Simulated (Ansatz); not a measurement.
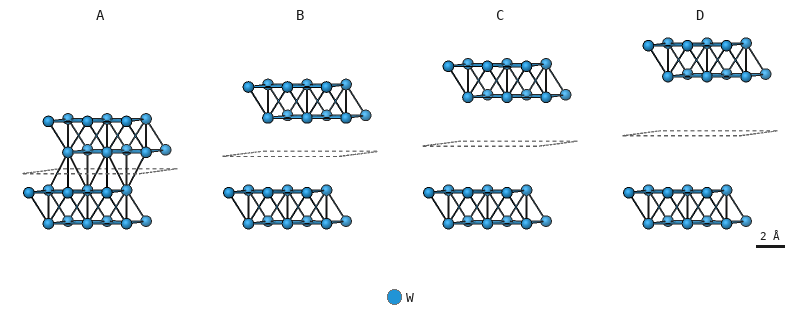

A scan of solid W (Fm-3m) along one coordinate. Style: ball-and-stick. Shown: the layers on both sides of the dashed plane, from the side, nearly along that plane.

These are results of DFT PBEsol, scalar-relativistic, plane waves, PAW in Ansatz 0.2.0, not measurements. Settings: plane-wave cutoff 420 eV; k-point mesh 24 × 24 × 5; occupations gaussian; smearing width 0.15 eV; no spin polarisation. Energies (free energies at the smearing named) are counted from the relaxed crystal.

Which coordinate changes from frame to frame?

Answer. The crystal is pulled apart rigidly along the normal of the (1 1 1) plane of the conventional cell, at a cut between a plane of W below and one of W above, 2.31 Å apart. In the frames the opening is 0.50 Å (A), 3.00 Å (B), 4.50 Å (C), 6.00 Å (D). One cut stands in each cell, which starts 13.8 Å high; nothing is relaxed, and the dashed outline marks the cut. Their energies are 1.33 J/m², 5.72 J/m², 5.90 J/m², 5.91 J/m².
